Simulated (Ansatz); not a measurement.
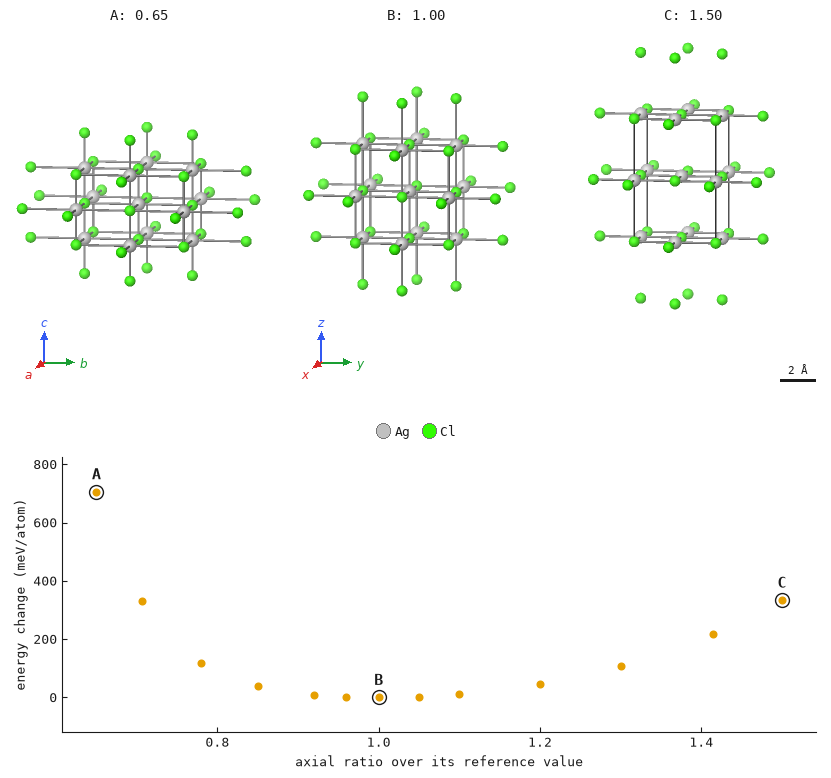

Energy scan for a crystal of AgCl (Fm-3m), in which the ratio of the cell's length along z to its lengths across, counted as 1 for the reference, is changed at fixed volume (a tetragonal or Bain path), with the atoms kept at their fractional coordinates. x, y and z are the Cartesian axes of the input. The lettered frames are marked on the plot. A ball-and-stick model of the conventional cell (4 times the calculation's cell), seen along the a axis, with a slight tilt. Lengths and directions refer to the drawn axes.

Theory: Ansatz, DFT PBE, scalar-relativistic, plane waves, PAW. Set-up: plane-wave cutoff 420 eV; k-point mesh 10 × 10 × 10; occupations gaussian; smearing width 0.05 eV; no spin polarisation. Energies (free energies at the smearing named) are counted from the cell as listed in its source, which wasn't relaxed.

**Describe the profile.**

Of the computed points the lowest is at the relative ratio 1.00, 0 meV/atom. At the ends of the scan the energy is 706 meV/atom (0.65) and 334 meV/atom (1.50). The unrelaxed reference is under a pressure of 1.6 GPa. The distortion takes the space group from Fm-3m to I4/mmm. At the relative ratio 1.50 the cell of the drawing goes a 5.546 → 4.845 Å, b 5.546 → 4.845 Å, c 5.546 → 7.268 Å.
